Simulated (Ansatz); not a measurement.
## Al₁₆As₁₆H (charge +1): geometry relaxation (part 3 of 3)

Continued. System: Al₁₆As₁₆H (defect cell, 33 atoms in the cell, total charge +1). Method: DFT PBE, scalar-relativistic, plane waves, PAW, no spin polarisation (Ansatz 0.2.0); cutoff 420 eV, 3×3×3 k-mesh, Gaussian smearing of 0.01 eV. The structure derives from a Materials Project entry. It belongs to a series of runs on one base structure; here: H interstitial, charge +1, atoms relaxed at the host's cell.

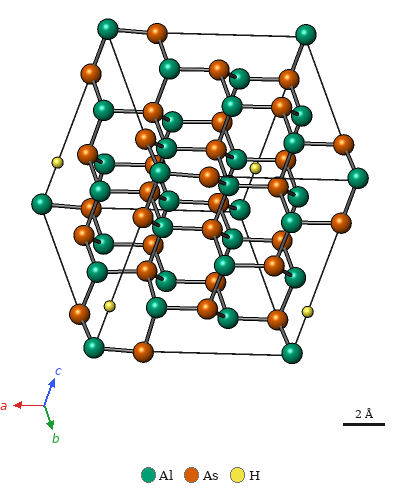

*The geometry at step 3 of the log (ball-and-stick view of the cell of the calculation, seen at an oblique angle).*

**Trajectory as extended XYZ, continued**
```
33
Lattice="-5.7279 5.7279 -5.7279 -5.7279 -5.7279 5.7279 5.7279 5.7279 5.7279" Properties=species:S:1:pos:R:3:forces:R:3 step=3 energy=-86333.64275
Al   -5.7210    2.8850    2.8850    0.0012   0.0025   0.0025
Al   -0.0211    5.7348   -0.0211   -0.0025   0.0012  -0.0025
Al   -2.8429    2.8571    5.7068    0.0025  -0.0012  -0.0025
Al    0.0720    2.7920    2.7920    0.0019  -0.0019  -0.0019
Al    2.8850    5.7348    2.8850    0.0025   0.0012   0.0025
Al   -5.7490   -2.8429    2.8571   -0.0025   0.0025  -0.0012
Al   -0.0211   -0.0211    5.7348   -0.0025  -0.0025   0.0012
Al    2.8850    2.8850    5.7348    0.0025   0.0025   0.0012
Al    0.0720    0.0720    0.0720    0.0019   0.0019   0.0019
Al   -2.9359   -2.9359    5.7999   -0.0019  -0.0019   0.0019
Al   -2.8429    5.7068    2.8571    0.0025  -0.0025  -0.0012
Al   -5.7490    2.8571   -2.8429   -0.0025  -0.0012   0.0025
Al   -2.9359    5.7999   -2.9359   -0.0019   0.0019  -0.0019
Al   -5.7210   -0.0211   -0.0211    0.0012  -0.0025  -0.0025
Al   -2.8708    2.8850   -0.0211   -0.0012   0.0025  -0.0025
Al   -2.8708   -0.0211    2.8850   -0.0012  -0.0025   0.0025
As    4.3323    4.3323    4.3323   -0.0025  -0.0025  -0.0025
As   -1.4320    7.1599    1.4320    0.0000   0.0000   0.0000
As   -4.2959    4.2454   -4.2959    0.0000   0.0034   0.0000
As   -1.3956    4.2596    4.2596   -0.0025   0.0025   0.0025
As   -4.2959    1.4320   -1.4320    0.0000   0.0000   0.0000
As   -1.4683    4.3323   -1.4683    0.0025  -0.0025   0.0025
As   -1.4320    1.4320    7.1599    0.0000   0.0000   0.0000
As   -4.2959   -1.4320    1.4320    0.0000   0.0000   0.0000
As   -1.4825    1.4320    1.4320    0.0034   0.0000   0.0000
As    1.4320    4.3465    1.4320    0.0000  -0.0034   0.0000
As   -4.2959   -4.2959    4.2454    0.0000   0.0000   0.0034
As   -1.4683   -1.4683    4.3323    0.0025   0.0025  -0.0025
As    1.4320    1.4320    4.3465    0.0000   0.0000  -0.0034
As   -7.1093    1.4320    1.4320   -0.0034   0.0000   0.0000
As   -4.2959    4.2959    1.4320    0.0000   0.0000   0.0000
As   -4.2959    1.4320    4.2959    0.0000   0.0000   0.0000
H     1.4320    1.4320    1.4320    0.0000   0.0000   0.0000
```

**Key numbers**

- outcome: converged
- electrons treated: 288
- free energy: −86333.6427 eV
- Fermi energy: 5.786 eV
- gap on the k-point mesh: none (metallic)
- final volume: 751.71 Å³
- largest force (length of the vector) at the end: 0.004 eV/Å
- hardware: 4 threads of Arm Neoverse V2, 24 GiB of memory available, shared host
- wall time: 77 s (CPU time 4.5 min)
- peak memory: 2.4 GiB

**Notes**

The cell is charged and computed with a neutralising background, so its energy and pressure depend on the cell and aren't those of a real crystal.
